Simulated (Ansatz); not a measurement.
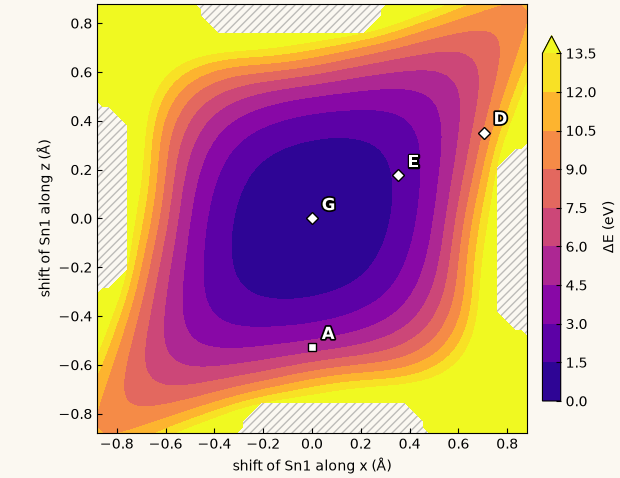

SnO₂ (Fd-3m, No. 227; 12 atoms in the cell). One atom moved over a plane, all else fixed (x, y and z along the cube axes). Coordinates scanned: (1) shift of Sn1 along x; (2) shift of Sn1 along z. Nothing is relaxed (all other atoms fixed). Grid: 11 × 11 points; 32 points were computed and 73 follow by symmetry. At 16 points there is no value (left out of the scan, as a rule where atoms come close). All energies are given in eV per cell relative to the lowest grid point. The band gap closes in part of the range. The calculation used Ansatz 0.2.0, DFT LDA, scalar-relativistic, plane waves, PAW. Settings: cutoff 420 eV, k-mesh 6×6×6, gaussian smearing 0.05 eV, no spin polarisation.

The picture shows filled contours, one colour for all values above the top of the scale, hatched blanks where no value was computed, lettered points. Between grid points the surface is interpolated.

Is E the lowest point of the computed grid?

Answer. No. E lies 1.7 eV above the lowest grid point, which is at shift of Sn1 along x = 0.000 Å, shift of Sn1 along z = 0.000 Å.

Which space group has the cell at each letter?

Answer. A: Cm; D: P1; E: P1; G: Fd-3m.

PAW datasets: the set soft_1.
